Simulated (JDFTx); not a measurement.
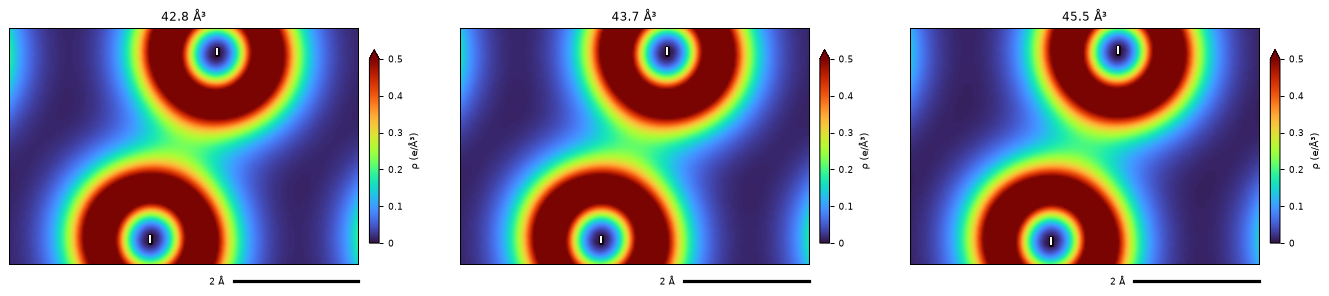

I. The valence pseudo-density of cells scaled evenly to different volumes (given per atom above each panel), on the (100) plane of each (indices in the axes of the cell below), at one length scale and on one colour scale.

A structure from a database of computed crystals, not necessarily the ambient phase.

Computed with JDFTx, Kohn-Sham DFT of a periodic cell, PBE, PseudoDojo-SR-PBE-0.5-standard.

In a pseudopotential calculation such maps are meaningful between the atoms, not at the nuclei.

The largest cell:

```yaml
crystal:
  lattice:
    - [-1.63874, 1.63874, 4.32093]
    - [1.63874, -1.63874, 4.32093]
    - [1.63874, 1.63874, -4.32093]
  atoms:
    - { symbol: I, position: [0.00000, 0.00000, 0.00000] }
```

| volume (Å³/atom) | I–I contact in the plane (Å) | ρ at its midpoint (e/Å³) | pressure (GPa) | 
| --- | --- | --- | --- |
| 42.84 | 3.191 | 0.224 | 1.1 | 
| 43.74 | 3.213 | 0.216 | 0.5 | 
| 44.63 | 3.235 | ? | ? | 
| 45.52 | 3.256 | 0.202 | −0.4 | 
| 46.41 | 3.277 | 0.195 | −0.7 | 

Estimate the missing row, and compare with the calculation.

Answer. Over the known rows ln ρ falls by 1.60 per Å of I–I distance (a least-squares line), which gives 0.209 e/Å³ at 3.235 Å; the calculation gives 0.209 e/Å³. For the pressure, a straight line in volume between the neighbouring rows gives 0.0 GPa; the calculation gives 0.1.
